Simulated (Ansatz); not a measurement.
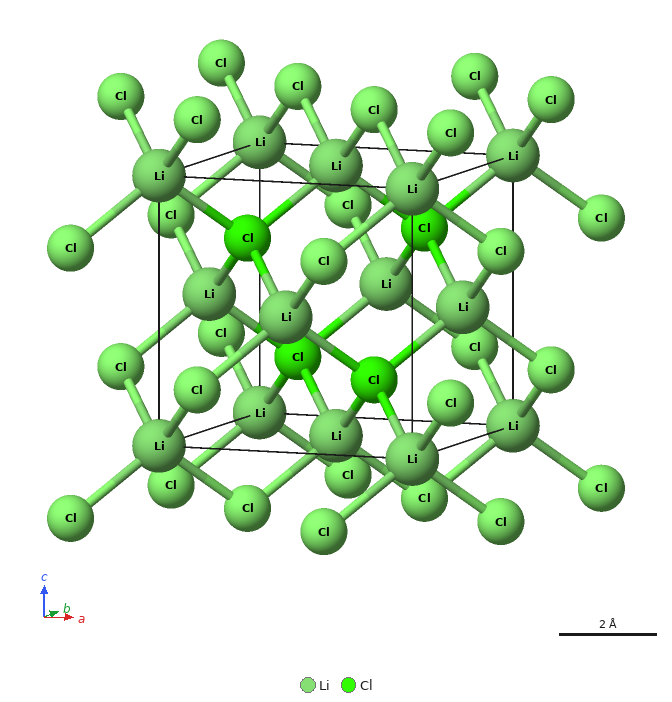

Figure 1. The structure as given in the input (ball-and-stick view of the cell 4 times as large as that of the calculation, set on its symmetry axes, seen slightly off an axis; neighbours outside the cell are drawn fainter). Near neighbours in the crystal (not all of them lie inside the picture): Li has 4 Cl at 2.43 Å; Cl has 4 Li at 2.43 Å.

## Band-structure calculation, with input and output: LiCl

- system: LiCl (2 atoms in the cell)
- method: DFT, r2SCAN, plane waves, PAW, no spin polarisation (Ansatz 0.2.0)

The structure was built on a prototype by a generator. The geometry comes from this level: r2SCAN (a point of a series of strains). It belongs to a series of runs on one base structure; here: hydrostatic strain +2.8%.

## Log
```
scf.n_extra_bands = 4 over 5 filled bands (N_el = 10.0): the run solves 9 bands
Engine: ansatz 0.2.0, x86_64-unknown-linux-gnu
Pseudopotentials: kind: paw
Pseudopotential: Li, paw, valence charge 3, recommended cutoff 500 eV (meta_gga), Li.paw.azcp
Pseudopotential: Cl, paw, valence charge 7, recommended cutoff 500 eV (meta_gga), Cl.paw.azcp
Functional definition: r2SCAN
  parameter k0 = 0.174
  parameter k1 = 0.065
  parameter a1 = 4.9479
  exchange = r2scan_x(k0 = k0, k1 = k1, a1 = a1)
  correlation = r2scan_c
Crystal: 2 atoms, lattice volume = 44.394 Å³
Basis set: ecut = 500 eV, 1139 PW (Γ), exchange–correlation on 120×120×120 points (64 copies of the dense FFT grid, shifted against one another)
Bands: 9, of which v1, the nominal top of the filled ones, is band 5 counted from 1 (4 counted from 0)
Symmetry: 24 space group operations
Space group: F-43m (ITA 216), of the structure as read, at distance tolerance 3.5e-5 Å
k-points: 29 of 512 (time reversal used)
Non-local potential: Li, projectors of the file, l = 0: 3, l = 1: 2, l = 2: 1
Non-local potential: Cl, projectors of the file, l = 0: 2, l = 1: 2, l = 2: 2
PAW form: soft (Blöchl's): semilocal exchange-correlation on the pseudo side does not see the compensation charge
PAW frozen core: Cl, regenerated for the run's functional (the file was generated under x = pbe(κ = 0.804, μ = 0.2195149727645171), c = pbe(β = 0.06672455060314922))
PAW one-centre angular grid: Li, 302 points (default); XC on 327 of its mesh's 2665 points in the sphere
PAW one-centre angular grid: Cl, 302 points (default); XC on 160 Gauss nodes
Initial density: superposition of atomic densities (neutral atoms: chi_scale 0, normalization atom), corrected by the library's trained network
Initial wavefunctions: pseudopotential atomic-orbital guess
Functional: x = r2scan, c = r2scan; τ floored in thin density (d = 2e-4 eV/Å³)
SCF iter   1: F=—  HF=-1292.738608 eV  |F-HF|=—  |Δ(HF+E_count)|=         —  Δρ=3.94e-3  dr2=3.78e-3  dr2_τ=1.85e-3  ethr=1.77e-3  ⟨swp⟩=5.9  Hψ=1711  notcnv=0  defer=46
preconditioner: auto → none  [insulator: Δε(μ)=6.448 eV  Ē_g=14.554 eV  n_scr=8 (ndim 8)  ℏωp=15.8 eV  f_vac=0.054  ε∞_Penn≈2.2]
SCF iter   2: F=—  HF=-1292.759764 eV  |F-HF|=—  |Δ(HF+E_count)|=   2.12e-2  Δρ=1.72e-3  dr2=6.28e-4  dr2_τ=4.39e-5  ethr=3.78e-5  ⟨swp⟩=3.0  Hψ=775  notcnv=0  defer=51
SCF iter   3: F=—  HF=-1292.759934 eV  |F-HF|=—  |Δ(HF+E_count)|=   1.69e-4  Δρ=4.91e-4  dr2=5.17e-5  dr2_τ=9.35e-6  ethr=6.28e-6  ⟨swp⟩=2.0  Hψ=323  notcnv=0  defer=54
SCF iter   4: F=—  HF=-1292.759943 eV  |F-HF|=—  |Δ(HF+E_count)|=   9.37e-6  Δρ=2.76e-5  dr2=1.62e-7  dr2_τ=1.85e-8  ethr=5.17e-7  ⟨swp⟩=2.0  Hψ=407  notcnv=0  defer=28
iter 5 did not close the SCF: its close was put off for the readings that it lacked (scf_convergence_deferred on its scf_iter line)
SCF iter   5: F=-1292.759944 eV  HF=-1292.759944 eV  |F-HF|=1.23e-8  |Δ(HF+E_count)|=   5.85e-7  Δρ=6.03e-6  dr2=5.49e-9  dr2_τ=8.37e-10  ethr=1.62e-9  ⟨swp⟩=2.1  Hψ=380  notcnv=0  defer=40
SCF iter   6: F=-1292.759944 eV  HF=-1292.759944 eV  |F-HF|=2.46e-10  |Δ(HF+E_count)|=   1.32e-8  Δρ=6.85e-7  dr2=2.41e-10  dr2_τ=1.93e-11  ethr=5.49e-11  ⟨swp⟩=7.7  Hψ=1855  notcnv=0
SCF 1 converged in 6 iterations: F = -1292.759944 eV  dr2 = 2.41e-10
  greatest PAW one-centre occupation: 0.999 electrons in one spin orbital (limit 2), on the Li atom at site 0 (counted from 0), in its partial waves of l = 0
NSCF: frozen V_eff on 6 k-points
SCF converged after 6 iterations
Free energy (F): -1292.759944 eV
Harris-Foulkes:  -1292.759944 eV  (|F-HF|=2.46e-10)
Internal energy: -1292.759944 eV  (E = F + TS)
E sigma→0 (E₀):  -1292.759944 eV
Fermi energy:    -1.156164 eV
--- Per-component energies (eV) ---
  E_band       = -130.452853
  E_kinetic    = 182.640049
  E_local      = -411.651823  (includes V_loc(G=0)·N_el)
  E_nonlocal   = -4.995526
  E_hartree    = 128.512974
  E_xc         = -114.884139
  E_vxc        = -150.326375  (∫ρ·V_xc dr)
  E_paw        = -688.473955  (= ΣΔE_a)
  E_vpaw       = -11.404771  (= ΣTr[D̂ρ^β])
  E_aug_tail   = -0.000082  (compensation charges beyond the density's cutoff)
  E_vtau       = 8.259870  (kinetic-family band-sum trace: ∫τ·v_τ [+ j·A + Jᵃ·Aᵃ] dr)
  E_ewald      = -383.771034
  E_core_change = -0.136407  (= ΣΔE_core)
  E_smearing   = -0.000000  (= −TS)
  E_closure    = 0.000000  (closes the sum)
  Σ components = -1292.759944   (vs F -1292.759944, Δ=0.00e0)
--- Forces (eV/Å), atoms counted from 1 ---
  atom   1  Li     0.00000000    -0.00000000     0.00000000
  atom   2  Cl     0.00000000    -0.00000000     0.00000000
  max |Σ_I F_I| component: 1.48e-16 eV/Å
--- Stress (GPa, compression-positive) ---
       -1.829472       0.000000      -0.000000
       -0.000000      -1.829472       0.000000
       -0.000000       0.000000      -1.829472
  P = ⅓ Tr σ = -1.8295 GPa (-18.295 kbar)
--- Band table (eV; the first three rows and the last of 29) ---
  k-point 0: bands = ["-45.3683", "-14.2807", "-1.1562", "-1.1562", "-1.1562", "5.2571", "9.7164", "9.7164", "9.7164"]
  k-point 1: bands = ["-45.3682", "-14.2459", "-1.4801", "-1.1956", "-1.1956", "5.6537", "9.7602", "9.8782", "9.8782"]
  k-point 2: bands = ["-45.3678", "-14.1598", "-2.1573", "-1.2872", "-1.2872", "6.5335", "9.8128", "10.0597", "10.0597"]
  k-point 28: bands = ["-45.3670", "-13.9514", "-2.3930", "-2.1791", "-2.0027", "7.4245", "10.1011", "10.2244", "11.1085"]
```

## File rho_z.tsv
```
# z_ang	rho[e/angstrom^3]
# format = ansatz-planar-average/11
# lattice	0.000000000	2.810387625	2.810387625
# lattice	2.810387625	0.000000000	2.810387625
# lattice	2.810387625	2.810387625	0.000000000
# sites	2
# site	3	0.000000000	0.000000000	0.000000000
# site	17	1.405193813	1.405193813	1.405193813
0.000000	4.035249e-1
0.132483	4.266629e-1
0.264966	4.182608e-1
0.397449	3.978474e-1
0.529932	3.812229e-1
0.662415	3.724100e-1
0.794898	3.667941e-1
0.927381	3.608811e-1
1.059864	3.561696e-1
1.192346	3.529384e-1
1.324829	3.454679e-1
1.457312	3.258707e-1
1.589795	2.906126e-1
1.722278	2.435931e-1
1.854761	1.937803e-1
1.987244	1.490640e-1
2.119727	1.127114e-1
2.252210	8.476662e-2
2.384693	6.408481e-2
2.517176	4.927610e-2
2.649659	3.920367e-2
2.782142	3.296743e-2
2.914625	3.020277e-2
3.047108	3.101693e-2
3.179591	3.644005e-2
3.312074	5.231282e-2
3.444557	9.036046e-2
3.577039	1.587108e-1
3.709522	2.499645e-1
3.842005	3.404825e-1
```

## File v_z.tsv
```
# z_ang	v_es[eV]	v_tot[eV]
# format = ansatz-planar-average/11
# xc	r2scan
# density_cutoff_ev	2000
# datasets	Li=:simpson_from_first_knot:soft	Cl=:simpson_from_first_knot:soft:shift=0
# lattice	0.000000000	2.810387625	2.810387625
# lattice	2.810387625	0.000000000	2.810387625
# lattice	2.810387625	2.810387625	0.000000000
# sites	2
# site	3	0.000000000	0.000000000	0.000000000
# site	17	1.405193813	1.405193813	1.405193813
0.000000	5.495841e-2	-8.526753e0
0.132483	-7.387255e-1	-9.855823e0
0.264966	-1.550991e0	-1.108285e1
0.397449	-2.262070e0	-1.215443e1
0.529932	-2.779179e0	-1.287012e1
0.662415	-3.060845e0	-1.324233e1
0.794898	-3.124075e0	-1.346932e1
0.927381	-3.017684e0	-1.345000e1
1.059864	-2.722315e0	-1.307378e1
1.192346	-2.144535e0	-1.232177e1
1.324829	-1.282767e0	-1.116612e1
1.457312	-1.881111e-1	-9.678824e0
1.589795	1.083543e0	-7.919876e0
1.722278	2.427095e0	-6.007133e0
1.854761	3.679006e0	-4.178751e0
1.987244	4.651796e0	-2.612536e0
2.119727	5.247413e0	-1.459031e0
2.252210	5.548305e0	-6.504767e-1
2.384693	5.666382e0	-5.136192e-2
2.517176	5.646306e0	2.852125e-1
2.649659	5.522505e0	5.467206e-1
2.782142	5.313719e0	7.530873e-1
2.914625	5.049375e0	4.975569e-1
3.047108	4.715508e0	-8.769891e-2
3.179591	4.226698e0	-6.730966e-1
3.312074	3.589393e0	-1.506148e0
3.444557	2.881401e0	-2.774301e0
3.577039	2.157972e0	-4.283619e0
3.709522	1.444903e0	-5.797739e0
3.842005	7.616802e-1	-7.183394e0
```

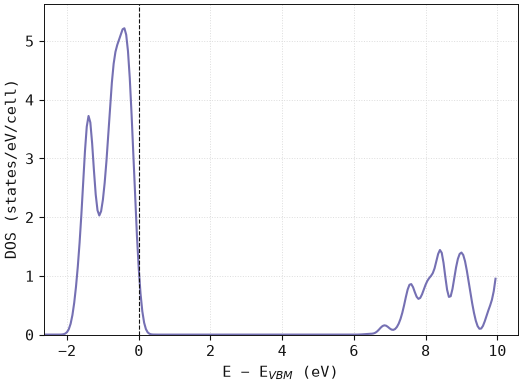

Figure 2. Density of states (the curve is built from the levels of the k mesh with Gaussians 0.3 eV wide, which also blur the band edges), with energies from the valence-band top. There is a gap of 6.41 eV on the k-point mesh. Small ripples come from the finite k-point mesh.

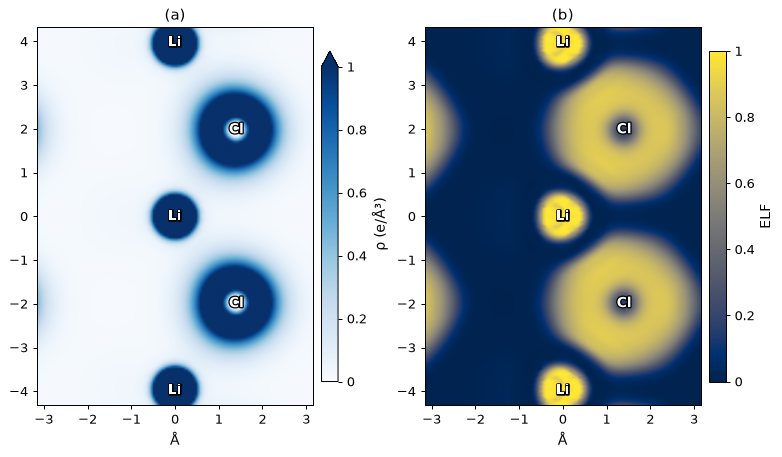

Figure 3. (a) valence charge density (pseudo); (b) electron localisation function on the (101) plane of the conventional cell. Atoms in the plane: Li and Cl. Li–Cl (2.43 Å): ρ is about 0.29 e/Å³ halfway; the ELF is about 0.85 at the midpoint. Away from the nuclei the density in this plane falls to 0.005 e/Å³ at its lowest. The strong features right at Li lie inside the PAW spheres (semicore, d or f shells) and say nothing about bonding. Core electrons are frozen (PAW), so the fields are smoothed inside the atomic spheres.

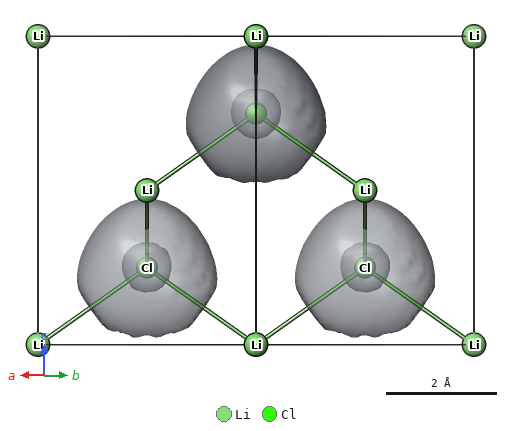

Figure 4. Isosurface of the ELF at 0.75 (grey), seen along [110]. Only the valence region is drawn (cores and ρ < 0.01 e/Å³ removed). Sticks mark near contacts. The outline is the cell set on symmetry axes. Values along the shortest contacts: Li–Cl (2.43 Å): the ELF is about 0.85 at the midpoint.

The run was set up as follows.

## Input
```yaml
crystal:
  lattice:
    - [0.0, 2.8103876251, 2.8103876251]
    - [2.8103876251, 0.0, 2.8103876251]
    - [2.8103876251, 2.8103876251, 0.0]
  atoms:
    - { symbol: Li, position: [0.0, 0.0, 0.0] }
    - { symbol: Cl, position: [0.25, 0.25, 0.25] }
kpoints:
  mp_grid: { grid: [8, 8, 8] }
  band_path:
    path:
      - [0.0, 0.0, 0.0]
      - [-0.5, -0.5, 0.0]
      - [-0.375, -0.375, 0.25]
      - [-0.375, 0.0, 0.375]
      - [0.0, 0.0, 0.5]
      - [-0.5, -0.25, 0.25]
    npoints: 1
hamiltonian:
  xc: r2scan
scf:
  occupations: { method: fixed }
  n_extra_bands: 4
output:
  forces: true
  stress: true
  eigenvalues: true
  write_density: true
  write_potential: true
  elf: true
  volumetric_format: npy
```

Run as:
```bash
ansatz run input.yaml --threads 4 --pin off --max-ram 3686MiB --backend cpu --events-out ev --progress --plain --runs-dir out
```

## Summary

```tsv
quantity	value
outcome	converged
space group (tolerance 0.01 Å)	F-43m (216)
electrons treated	10
free energy	−1292.7599 eV
Fermi energy	−1.156 eV
gap on the k-point mesh	6.41 eV
pressure	−1.83 GPa
largest force (length of the vector)	under 0.001 eV/Å
hardware	4 threads of Intel Xeon (Granite Rapids), 176 GiB of memory available, shared host
wall time	0.72 s (CPU time 2.2 s)
peak memory	0.46 GiB
```
